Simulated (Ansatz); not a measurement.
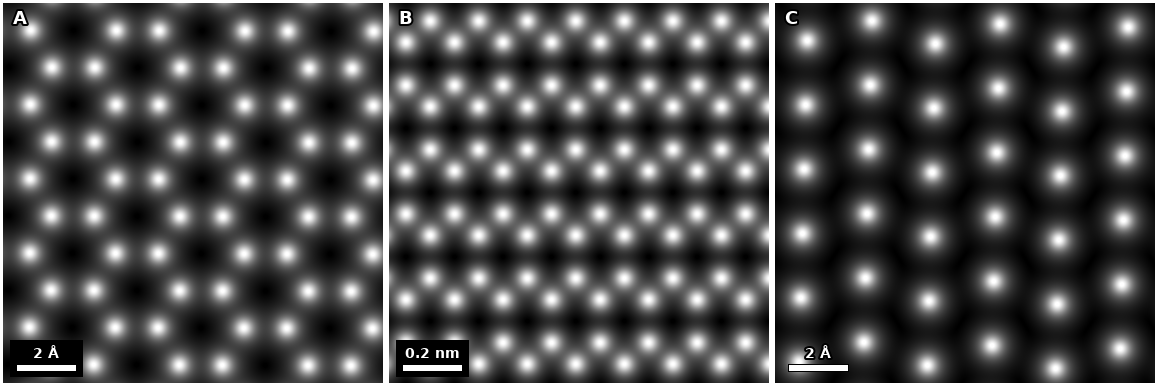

Three views of Fe (P6_3/mmc, No. 194) along different zone axes. Computed as the sum of neutral-atom potentials (tabulated electron scattering factors, B = 0.5 Å²) projected along the beam and smoothed by 0.25 Å; brighter is more positive. The display is stretched by a gamma of 0.6; percentages refer to the linear signal. Structure: the end point of a relaxation at fixed volume with DFT r2SCAN, scalar-relativistic, plane waves, PAW (Ansatz 0.2.0); the starting structure was generated, so it need not be a known form of this composition.

```cif
data_structure
_symmetry_space_group_name_H-M 'P 1'
_symmetry_Int_Tables_number 1
_cell_length_a 2.5409
_cell_length_b 2.5409
_cell_length_c 4.3866
_cell_angle_alpha 90.000
_cell_angle_beta 90.000
_cell_angle_gamma 120.000
_cell_volume 24.53
loop_
_atom_site_label
_atom_site_type_symbol
_atom_site_fract_x
_atom_site_fract_y
_atom_site_fract_z
_atom_site_occupancy
Fe1 Fe 0.33333 0.66667 0.75000 1
Fe2 Fe 0.66667 0.33333 0.25000 1
```

Match the panels to the zone axes [001], [100] and [201].

A is [001]: projected cell 2.54 × 2.54 Å, 120°, plane group p6mm. B is [201]: projected cell 1.66 × 2.35 Å, 111°, plane group c2mm. C is [100]: projected cell 2.20 × 4.39 Å, 90°, plane group p2mg.
